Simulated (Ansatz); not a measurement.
# A defect in a wire: Al wire along [110], 4 atoms a period, O placed on top of one Al, part 3 of 5

Wanted: the relaxed defect and the transmission past it, beside the channels of the perfect wire.

Ansatz 0.2.0; DFT PBE, plane waves, PAW; relaxation of a wire's period (the session's first sound run).

So far, conductance of the lead as this run defines it (G₀): step 3 (the perfect wire) 5.33.

### Step 4. Relaxing the junction

This step: DFT PBE, plane waves, PAW; relaxation of a junction in a wire, ends held (Ansatz 0.2.0).

System of this step: Al wire along [110], 4 atoms a period, O placed on top of one Al. The cell holds 37 atoms: 36 Al and 1 O. Its edges and angles: a = 10.840 Å, b = 9.657 Å, c = 23.203 Å, α = 90.0°, β = 90.0°, γ = 90.0°. Regions: held atoms, 24 atoms (24 Al); free atoms, 13 atoms (12 Al and 1 O). Vacuum lies along a and b. The structure's axis is c.

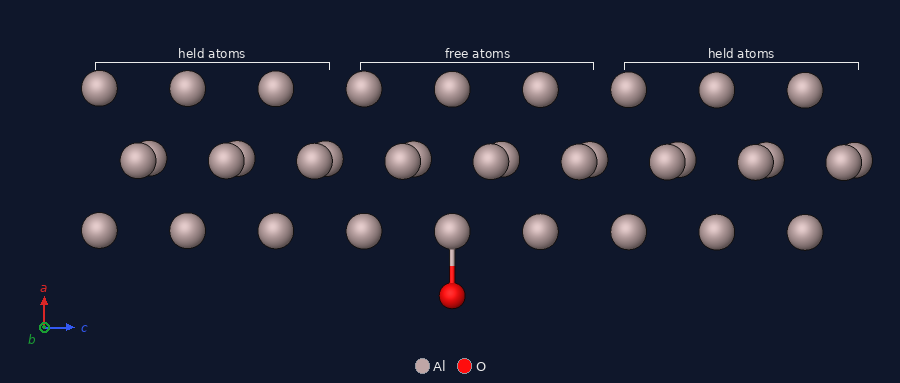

The cell of this step (aluminium light grey, oxygen red).

13 atoms at the defect are free to relax, while 24 stay where the perfect wire has them, so that the ends still repeat as a lead. The cutoff is set under the files' recommended one to save time.

File input.yaml:

```yaml
crystal:
  lattice:
    - [10.84, 0.0, 0.0]
    - [0.0, 9.657, 0.0]
    - [0.0, 0.0, 23.2031405679]
  atoms:
    - { symbol: Al, position: [0.309573755, 0.499985057, 0.0] }
    - { symbol: Al, position: [0.690426245, 0.499985057, 0.0] }
    - { symbol: Al, position: [0.5, 0.354680823, 0.055555556] }
    - { symbol: Al, position: [0.5, 0.645289291, 0.055555556] }
    - { symbol: Al, position: [0.309573755, 0.499985057, 0.111111111] }
    - { symbol: Al, position: [0.690426245, 0.499985057, 0.111111111] }
    - { symbol: Al, position: [0.5, 0.354680823, 0.166666667] }
    - { symbol: Al, position: [0.5, 0.645289291, 0.166666667] }
    - { symbol: Al, position: [0.309573755, 0.499985057, 0.222222222] }
    - { symbol: Al, position: [0.690426245, 0.499985057, 0.222222222] }
    - { symbol: Al, position: [0.5, 0.354680823, 0.277777778] }
    - { symbol: Al, position: [0.5, 0.645289291, 0.277777778] }
    - { symbol: Al, position: [0.309573755, 0.499985057, 0.333333333] }
    - { symbol: Al, position: [0.690426245, 0.499985057, 0.333333333] }
    - { symbol: Al, position: [0.5, 0.354680823, 0.388888889] }
    - { symbol: Al, position: [0.5, 0.645289291, 0.388888889] }
    - { symbol: Al, position: [0.309573755, 0.499985057, 0.444444444] }
    - { symbol: Al, position: [0.690426245, 0.499985057, 0.444444444] }
    - { symbol: Al, position: [0.5, 0.354680823, 0.5] }
    - { symbol: Al, position: [0.5, 0.645289291, 0.5] }
    - { symbol: Al, position: [0.309573755, 0.499985057, 0.555555556] }
    - { symbol: Al, position: [0.690426245, 0.499985057, 0.555555556] }
    - { symbol: Al, position: [0.5, 0.354680823, 0.611111111] }
    - { symbol: Al, position: [0.5, 0.645289291, 0.611111111] }
    - { symbol: Al, position: [0.309573755, 0.499985057, 0.666666667] }
    - { symbol: Al, position: [0.690426245, 0.499985057, 0.666666667] }
    - { symbol: Al, position: [0.5, 0.354680823, 0.722222222] }
    - { symbol: Al, position: [0.5, 0.645289291, 0.722222222] }
    - { symbol: Al, position: [0.309573755, 0.499985057, 0.777777778] }
    - { symbol: Al, position: [0.690426245, 0.499985057, 0.777777778] }
    - { symbol: Al, position: [0.5, 0.354680823, 0.833333333] }
    - { symbol: Al, position: [0.5, 0.645289291, 0.833333333] }
    - { symbol: Al, position: [0.309573755, 0.499985057, 0.888888889] }
    - { symbol: Al, position: [0.690426245, 0.499985057, 0.888888889] }
    - { symbol: Al, position: [0.5, 0.354680823, 0.944444444] }
    - { symbol: Al, position: [0.5, 0.645289291, 0.944444444] }
    - { symbol: O, position: [0.13706453, 0.499971224, 0.444444444], spin: 0.4 }
magnetization:
  spin_polarized: true
kpoints:
  mp_grid: { grid: [1, 1, 2] }
scf:
  occupations: { method: fermi_dirac, width: 0.1 }
hamiltonian:
  xc: pbe
relax:
  constraints:
    - { sites: [0, 1, 2, 3, 4, 5, 6, 7, 8, 9, 10, 11, 24, 25, 26, 27, 28, 29, 30, 31, 32, 33, 34, 35] }
  f_tol: 0.06
  max_steps: 35
basis:
  ecutwfc: "350 eV"
```

Launch:

```sh
> ansatz run input.yaml --threads 4 --pin off --max-ram 16384MiB --backend cpu --events-out ev --progress --plain --runs-dir out
```

Numbers of over 12 decimals in the logs are rounded to 6 here.

The program printed:

```text
Warning: at least one further symmetry operation maps every atom of the structure, as the run holds it, onto an atom to within 2.69e-5 (fractional), and is not used: no operation is sought that the atoms, as the run holds them, miss by more than 2.00e-5, twice crystal.symmetry.tolerance (1.0e-5). The run uses 2 unitary operations. The run imposes no operation that its atoms and lattice do not hold. Figures that only  [...]
[...]
Warning: crystal.symmetry: narrowed to the stabiliser of the relax constraints — unitary ops 2 → 1; lowered at sites 10, 11, 22, 23 (the operations that carried what is held of a site onto what its image site leaves free; the constrained walk keeps no symmetry that its constraints do not admit)
[...]
Crystal: 37 atoms, lattice volume = 2428.948 Å³
Basis set: ecut = 350 eV, 36151 PW (Γ), exchange–correlation on 144×120×288 points (8 copies of the dense FFT grid, shifted against one another)
Bands: 95, of which v1, the nominal top of the filled ones, is band 57 counted from 1 (56 counted from 0)
Symmetry: 1 space group operations
k-points: 2
[...]
Starting moments: Σ|m| = 0.4 μB on 1 of 37 sites
[...]
SCF iter   1: F=—  HF=-19905.159635 eV  |F-HF|=—  |Δ(HF+E_count)|=         —  Δρ=1.51e-2 (↑1.21e-2 ↓1.51e-2)  dr2=5.47e1  dr2_m=1.06e-1  M=0.025 μB ∫|m|=0.099 μB  β_m=0.30  ethr=3.10e-3  ⟨swp⟩=9.5  Hψ=2432  notcnv=0
[...]
spin=Collinear: LDOS preconditioning applied to the charge; magnetization (m = ρ↑ − ρ↓) channel mixes plain (no charge-response kernel on spin).
SCF iter   2: F=—  HF=-19895.116101 eV  |F-HF|=—  |Δ(HF+E_count)|=    1.00e1  Δρ=7.79e-3 (↑6.34e-3 ↓7.79e-3)  dr2=1.54e1  dr2_m=4.17e-2  M=0.041 μB ∫|m|=0.137 μB  β_m=0.30  ethr=3.10e-3  ⟨swp⟩=3.0  Hψ=956  notcnv=0  defer=22
[...]
SCF iter  11: F=—  HF=-19891.671496 eV  |F-HF|=—  |Δ(HF+E_count)|=   3.23e-4  Δρ=2.33e-4 (↑2.23e-4 ↓2.33e-4)  dr2=1.66e-5  dr2_m=1.16e-3  M=0.038 μB ∫|m|=0.108 μB  β_m=0.30  ethr=7.06e-8  ⟨swp⟩=4.8  Hψ=1054  notcnv=0
[...]
spin-set hold released at iteration 11 (site moments contracting): the magnetisation degrees of freedom join the quasi-Newton model from the next iteration; the mixer history was flushed
SCF iter  12: F=—  HF=-19891.671741 eV  |F-HF|=—  |Δ(HF+E_count)|=   2.46e-4  Δρ=2.04e-4 (↑1.94e-4 ↓2.04e-4)  dr2=1.17e-5  dr2_m=8.78e-4  M=0.034 μB ∫|m|=0.098 μB  β_m=0.32  ethr=1.45e-8  ⟨swp⟩=4.0  Hψ=1073  notcnv=0
[...]
SCF iter  16: F=-19891.672636 eV  HF=-19891.672636 eV  |F-HF|=8.88e-10  |Δ(HF+E_count)|=   1.62e-6  Δρ=2.12e-6 (↑1.50e-6 ↓2.12e-6)  dr2=1.41e-7  dr2_m=4.09e-8  M=0.002 μB ∫|m|=0.003 μB  ethr=6.30e-10  ⟨swp⟩=2.5  Hψ=637  notcnv=0
WARN: the starting moments were not kept: the SCF closed with an absolute magnetisation of 2.8e-3 μB, where they sum to 0.4 μB in size (1 site). That is at most 0.1 of that sum. Measured as dr2_m measures the in/out step, that magnetisation stands 1.3e-7 eV from none, at or under the dr2_threshold of 9.0e-5 eV: it is no larger than a step whose dr2_m would equal this threshold. The system may hold no moment; this SCF [...]
SCF 1 converged in 16 iterations: F = -19891.672636 eV  dr2 = 1.41e-7
[...]
relax step   1: F+E_penalty+E_count = -19891.67263646 eV  Δ(F+E_penalty+E_count) = +0.000e0 eV  max|allowed force component| = 3.678e0 eV/Å  Δτ_max = 0.0000 Å  (16 SCF iters, dr2 threshold 9.00e-5 eV, accepted)
[...]
Starting moments: Σ|m| = 0.4 μB on 1 of 37 sites; this step starts from the density that it was given
[...]
SCF iter   1: F=—  HF=-19892.116475 eV  |F-HF|=—  |Δ(HF+E_count)|=         —  Δρ=2.08e-3 (↑1.84e-3 ↓2.08e-3)  dr2=3.30e-1  dr2_m=1.72e-2  M=0.004 μB ∫|m|=0.027 μB  β_m=0.30  ethr=2.50e-4  ⟨swp⟩=1.8  Hψ=1349  notcnv=0  defer=2
eigensolver tolerance schedule calibrated: the retry pair's looser diagonalisation under-reported the residual by θ = 0.14 (0.13/decade); ethr = c·dr2/N_el runs at the constant in force after the calibration composes with the one it found (an armed cap, an earlier calibration), c = 6.2e-2
[...]
SCF iter   2: F=—  HF=-19892.071005 eV  |F-HF|=—  |Δ(HF+E_count)|=   4.55e-2  Δρ=1.24e-3 (↑1.18e-3 ↓1.24e-3)  dr2=9.63e-2  dr2_m=9.28e-3  M=0.004 μB ∫|m|=0.024 μB  β_m=0.51  ethr=1.81e-4  ⟨swp⟩=2.0  Hψ=514  notcnv=0  defer=2
[...]
SCF iter   8: F=-19892.061983 eV  HF=-19892.061983 eV  |F-HF|=4.57e-9  |Δ(HF+E_count)|=   2.18e-7  Δρ=9.64e-7 (↑8.89e-7 ↓9.64e-7)  dr2=1.93e-8  dr2_m=1.72e-8  M=0.000 μB ∫|m|=0.001 μB  ethr=8.90e-11  ⟨swp⟩=1.0  Hψ=1139  notcnv=0
the starting moments were not kept: the SCF closed with an absolute magnetisation of 7.4e-4 μB, where they sum to 0.4 μB in size (1 site). That is at most 0.1 of that sum. Measured as dr2_m measures the in/out step, that magnetisation stands 3.8e-8 eV from none, at or under the dr2_threshold of 1.0e-4 eV: it is no larger than a step whose dr2_m would equal this threshold.
SCF 2 converged in 8 iterations: F = -19892.061983 eV  dr2 = 1.93e-8
relax step   2: F+E_penalty+E_count = -19892.06198318 eV  Δ(F+E_penalty+E_count) = -3.893e-1 eV  max|allowed force component| = 2.325e0 eV/Å  Δτ_max = 0.1939 Å  (8 SCF iters, dr2 threshold 1.00e-4 eV, accepted)
SCF iter   1: F=—  HF=-19892.260253 eV  |F-HF|=—  |Δ(HF+E_count)|=         —  Δρ=2.38e-3 (↑2.04e-3 ↓2.38e-3)  dr2=4.54e-1  dr2_m=1.74e-2  M=0.002 μB ∫|m|=0.046 μB  β_m=0.30  ethr=2.74e-3  ⟨swp⟩=4.2  Hψ=943  notcnv=0
[...]
SCF iter   7: F=-19892.159298 eV  HF=-19892.159298 eV  |F-HF|=5.68e-8  |Δ(HF+E_count)|=   2.13e-7  Δρ=2.07e-6 (↑1.28e-6 ↓2.07e-6)  dr2=1.77e-7  dr2_m=4.69e-8  M=0.000 μB ∫|m|=0.001 μB  ethr=1.24e-9  ⟨swp⟩=1.0  Hψ=1088  notcnv=0
[...]
SCF 3 converged in 7 iterations: F = -19892.159298 eV  dr2 = 1.77e-7
[...]
relax step   3: F+E_penalty+E_count = -19892.15929840 eV  Δ(F+E_penalty+E_count) = -9.732e-2 eV  max|allowed force component| = 1.854e0 eV/Å  Δτ_max = 0.1951 Å  (7 SCF iters, dr2 threshold 1.00e-4 eV, accepted)
[... from here on, the SCF cycles and remarks between the steps are left out ...]
relax step   4: F+E_penalty+E_count = -19892.24271856 eV  Δ(F+E_penalty+E_count) = -8.342e-2 eV  max|allowed force component| = 3.909e-1 eV/Å  Δτ_max = 0.1339 Å  (6 SCF iters, dr2 threshold 1.00e-4 eV, accepted)
relax step   5: F+E_penalty+E_count = -19892.41342184 eV  Δ(F+E_penalty+E_count) = -1.707e-1 eV  max|allowed force component| = 1.106e0 eV/Å  Δτ_max = 0.1960 Å  (8 SCF iters, dr2 threshold 9.55e-6 eV, accepted)
relax step   6: F+E_penalty+E_count = -19892.81115303 eV  Δ(F+E_penalty+E_count) = -3.977e-1 eV  max|allowed force component| = 1.926e0 eV/Å  Δτ_max = 0.1937 Å  (7 SCF iters, dr2 threshold 7.65e-5 eV, accepted)
relax step   7: F+E_penalty+E_count = -19893.40304330 eV  Δ(F+E_penalty+E_count) = -5.919e-1 eV  max|allowed force component| = 2.357e0 eV/Å  Δτ_max = 0.1997 Å  (7 SCF iters, dr2 threshold 1.00e-4 eV, accepted)
relax step   8: F+E_penalty+E_count = -19893.95064496 eV  Δ(F+E_penalty+E_count) = -5.476e-1 eV  max|allowed force component| = 8.867e-1 eV/Å  Δτ_max = 0.1950 Å  (6 SCF iters, dr2 threshold 1.00e-4 eV, accepted)
relax step   9: F+E_penalty+E_count = -19894.15729055 eV  Δ(F+E_penalty+E_count) = -2.066e-1 eV  max|allowed force component| = 6.084e-1 eV/Å  Δτ_max = 0.1947 Å  (6 SCF iters, dr2 threshold 1.00e-4 eV, accepted)
relax step  10: F+E_penalty+E_count = -19894.25217639 eV  Δ(F+E_penalty+E_count) = -9.489e-2 eV  max|allowed force component| = 1.000e-1 eV/Å  Δτ_max = 0.2000 Å  (7 SCF iters, dr2 threshold 5.24e-5 eV, accepted)
relax step  11: F+E_penalty+E_count = -19894.25466959 eV  Δ(F+E_penalty+E_count) = -2.493e-3 eV  max|allowed force component| = 3.545e-2 eV/Å  Δτ_max = 0.0277 Å  (8 SCF iters, accepted)
relax step  12: F+E_penalty+E_count = -19894.24833563 eV  Δ(F+E_penalty+E_count) = +6.334e-3 eV  max|allowed force component| = 1.312e-1 eV/Å  Δτ_max = 0.1119 Å  (9 SCF iters, rejected (line search))
relax step  13: F+E_penalty+E_count = -19894.25526605 eV  Δ(F+E_penalty+E_count) = -5.965e-4 eV  max|allowed force component| = 6.625e-2 eV/Å  Δτ_max = 0.0337 Å  (8 SCF iters, accepted)
SCF iter   1: F=—  HF=-19894.255480 eV  |F-HF|=—  |Δ(HF+E_count)|=         —  Δρ=1.74e-4 (↑1.13e-4 ↓1.74e-4)  dr2=1.85e-3  dr2_m=1.37e-4  M=0.000 μB ∫|m|=0.002 μB  β_m=0.30  ethr=5.62e-5  ⟨swp⟩=2.0  Hψ=850  notcnv=0  defer=2
[...]
SCF iter   6: F=-19894.255194 eV  HF=-19894.255194 eV  |F-HF|=7.31e-10  |Δ(HF+E_count)|=   1.49e-7  Δρ=3.84e-7 (↑3.73e-7 ↓3.84e-7)  dr2=1.30e-8  dr2_m=8.65e-11  M=0.000 μB ∫|m|=0.000 μB  ethr=8.77e-11  ⟨swp⟩=4.0  Hψ=1102  notcnv=0
[...]
SCF 14 converged in 6 iterations: F = -19894.255194 eV  dr2 = 1.30e-8
relax step  14: F+E_penalty+E_count = -19894.25519434 eV  Δ(F+E_penalty+E_count) = +7.171e-5 eV  max|allowed force component| = 2.376e-2 eV/Å  Δτ_max = 0.0228 Å  (6 SCF iters, accepted)
SCF converged after 6 iterations
Magnetization: 0.0000 μB (57.0000 up, 57.0000 down)
Absolute magnetization: 0.0000 μB (∫|ρ↑−ρ↓|, with the PAW one-centre terms)
[...]
Per-site moments (μB) at R_I (Å): [(-1.1878330451985102e-7, 1.063477), (1.1685135210190673e-7, 1.063477), (-2.045863354768024e-8, 1.063477), (5.084828606077619e-8, 1.063477), (-6.922555191464637e-8, 1.063477), (-6.442235987595367e-8, 1.063477), (1.3461604806722422e-7, 1.063477), (-1.0436322465346953e-7, 1.063477), (6.288256007518115e-8, 1.063477), (1.8370701398966124e-7, 1.061688), (-1.0289537205081224e-7, 1.063477), [...]
Free energy (F): -19894.255194 eV
[...]
Internal energy: -19893.660836 eV  (E = F + TS)
E sigma→0 (E₀):  -19893.958015 eV
Entropy (-TS):   -0.594358 eV (-16.064 meV/atom)
Fermi energy:    -1.111820 eV
[...]
--- Forces (eV/Å), atoms counted from 1 ---
  atom   1  Al     0.01956349     0.00102620     0.00917821
  atom   2  Al     0.01881891     0.00003850    -0.10048715
  atom   3  Al    -0.02339460    -0.02932161     0.01035599
  atom   4  Al    -0.02331057     0.02847587     0.00962561
  atom   5  Al    -0.05971077     0.00055287    -0.01169344
  atom   6  Al     0.07161988     0.00052327     0.20039805
  atom   7  Al    -0.01962988    -0.02375921     0.01082756
  atom   8  Al    -0.02055873     0.02114802     0.01256944
  atom   9  Al    -0.12852433     0.00066963    -0.07847089
  atom  10  Al    -0.01693555    -0.00026258    -0.15282917
  atom  11  Al     0.10886879    -0.12372062     0.06606164
  atom  12  Al     0.10610064     0.11783924     0.07066088
  atom  13  Al     0.00390194    -0.00943315    -0.01711304
  atom  14  Al     0.00060677     0.00142335     0.00186042
  atom  15  Al     0.00000484     0.00151321     0.00401921
  atom  16  Al    -0.00287908     0.01042025    -0.00528981
  atom  17  Al    -0.01374523     0.00293608     0.00145293
  atom  18  Al     0.00031671    -0.00152435     0.00095189
  atom  19  Al    -0.00205261    -0.00344441    -0.00600783
  atom  20  Al     0.00632362     0.00502536     0.00514306
  atom  21  Al     0.00565141    -0.00443358     0.00146504
  atom  22  Al     0.00191745     0.00015133     0.00010740
  atom  23  Al     0.00605749    -0.01161475     0.00494738
  atom  24  Al    -0.00232028    -0.00224799     0.00045816
  atom  25  Al    -0.00112443     0.00415313     0.04067445
  atom  26  Al     0.08990682     0.00155914    -0.09164629
  atom  27  Al    -0.03376439    -0.01888301    -0.01755895
  atom  28  Al    -0.03560957     0.02028788    -0.01635892
  atom  29  Al    -0.02389269    -0.00039258     0.01206445
  atom  30  Al    -0.02659429     0.00027056     0.06381827
  atom  31  Al    -0.01464207    -0.02714628     0.02437868
  atom  32  Al    -0.01436218     0.02904996     0.02249563
  atom  33  Al    -0.05427543    -0.00089577     0.01094388
  atom  34  Al     0.05926504    -0.00124311    -0.01954749
  atom  35  Al    -0.00249459    -0.02549188    -0.03820951
  atom  36  Al    -0.00285493     0.02688864    -0.03556350
  atom  37  O      0.02375648     0.00989242     0.00631591
  max |Σ_I F_I| component: 3.00e-5 eV/Å
--- Relaxed structure (14 steps of the walk, 13 accepted, 0 SCFs on fresh bases) ---
  F+E_penalty+E_count = -19894.25519434 eV   max|allowed force component| = 2.376e-2 eV/Å
  atoms:
    - { symbol: Al, position: [0.309573755, 0.499985, -6.756754821562264e-11] }
    - { symbol: Al, position: [0.690426245, 0.499985, -6.756754821562264e-11] }
    - { symbol: Al, position: [0.5, 0.354681, 0.055556] }
    - { symbol: Al, position: [0.5, 0.645289, 0.055556] }
    - { symbol: Al, position: [0.309573755, 0.499985, 0.111111] }
    - { symbol: Al, position: [0.690426245, 0.499985, 0.111111] }
    - { symbol: Al, position: [0.5, 0.354681, 0.166667] }
    - { symbol: Al, position: [0.5, 0.645289, 0.166667] }
    - { symbol: Al, position: [0.309573755, 0.499985, 0.222222] }
    - { symbol: Al, position: [0.690426245, 0.499985, 0.222222] }
    - { symbol: Al, position: [0.5, 0.354681, 0.277778] }
    - { symbol: Al, position: [0.5, 0.645289, 0.277778] }
    - { symbol: Al, position: [0.311656, 0.499502, 0.333364] }
    - { symbol: Al, position: [0.696964, 0.499735, 0.333104] }
    - { symbol: Al, position: [0.512452, 0.354879, 0.388747] }
    - { symbol: Al, position: [0.511399, 0.642967, 0.388750] }
    - { symbol: Al, position: [0.320744, 0.497741, 0.445755] }
    - { symbol: Al, position: [0.705027, 0.500040, 0.444082] }
    - { symbol: Al, position: [0.515361, 0.351896, 0.499672] }
    - { symbol: Al, position: [0.514495, 0.647443, 0.499530] }
    - { symbol: Al, position: [0.316931, 0.500911, 0.556412] }
    - { symbol: Al, position: [0.700527, 0.500570, 0.556197] }
    - { symbol: Al, position: [0.503911, 0.355116, 0.610981] }
    - { symbol: Al, position: [0.504260, 0.646127, 0.610979] }
    - { symbol: Al, position: [0.309573755, 0.499985, 0.666667] }
    - { symbol: Al, position: [0.690426245, 0.499985, 0.666667] }
    - { symbol: Al, position: [0.5, 0.354681, 0.722222] }
    - { symbol: Al, position: [0.5, 0.645289, 0.722222] }
    - { symbol: Al, position: [0.309573755, 0.499985, 0.777778] }
    - { symbol: Al, position: [0.690426245, 0.499985, 0.777778] }
    - { symbol: Al, position: [0.5, 0.354681, 0.833333] }
    - { symbol: Al, position: [0.5, 0.645289, 0.833333] }
    - { symbol: Al, position: [0.309573755, 0.499985, 0.888889] }
    - { symbol: Al, position: [0.690426245, 0.499985, 0.888889] }
    - { symbol: Al, position: [0.5, 0.354681, 0.944444] }
    - { symbol: Al, position: [0.5, 0.645289, 0.944444] }
    - { symbol: O, position: [0.209631, 0.497168, 0.391323] }
```

The job ended after 3.7 min (4 threads of Arm Neoverse V1, shared host; peak memory 3.5 GiB).

(Continued in part 4 of 5.)

[Logs are printed without paths, hosts, clocks, repeated set-up lines and the standing remarks that a program may print on its own settings, such as how far it seeks lower states.]

[Hosts, paths, dates, database ids (printed as entryN), source tags and the programs' standing remarks are cut or masked in the printed files.]
